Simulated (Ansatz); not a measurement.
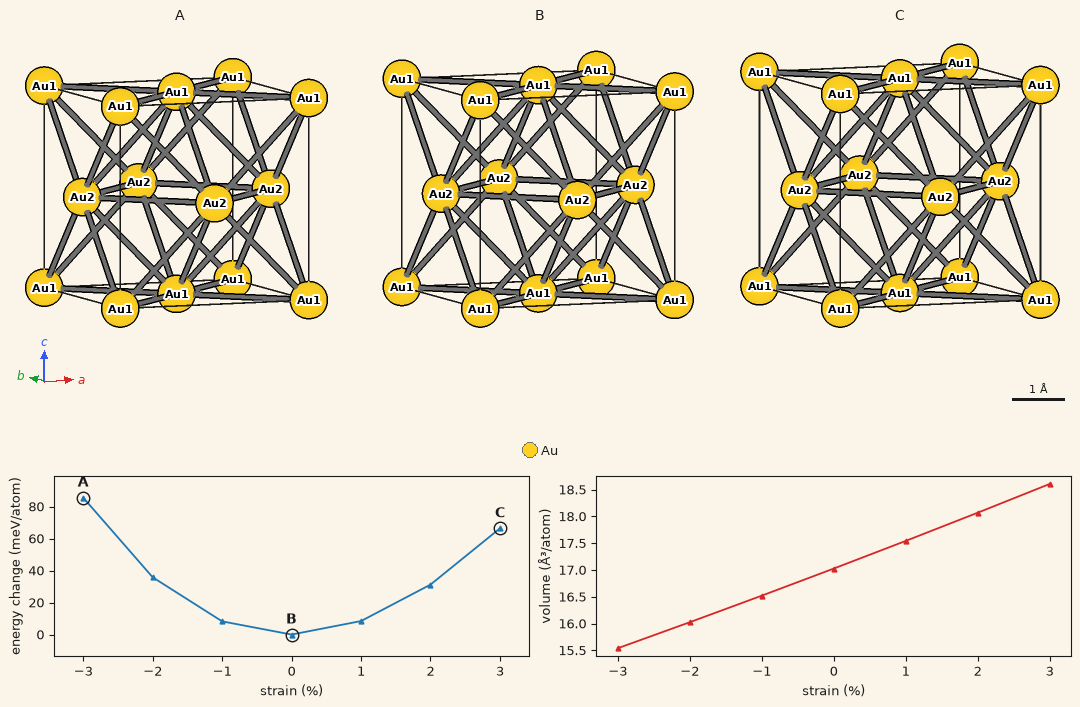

Members of a series of calculations on a crystal of Au (set up in Fm-3m), marked on the first curve. Style: ball-and-stick. Shown: the conventional cell (2 times the calculation's cell), slightly off an axis. Lengths and directions refer to the drawn axes.

Method: DFT PBEsol, scalar-relativistic, plane waves, PAW (Ansatz 0.2.0). (plane-wave cutoff 420 eV; k-point mesh 18 × 18 × 14; occupations gaussian; smearing width 0.1 eV; no spin polarisation)

Question: Describe the series.

Answer: Equal strain along all axes, cell held, atoms relaxed. A (strain −3.0 %): energy change 85.5 meV/atom, volume 15.54 Å³ per atom. B (strain 0.0 %): energy change 0.0 meV/atom, volume 17.03 Å³ per atom. C (strain 3.0 %): energy change 66.4 meV/atom, volume 18.61 Å³ per atom. The rest compares A with C. The volume changes by +19.7 %, with a = b = c 3.961 → 4.206 Å (+6.2 %). Some distances before and after: Au–Au 2.801 → 2.974 Å.
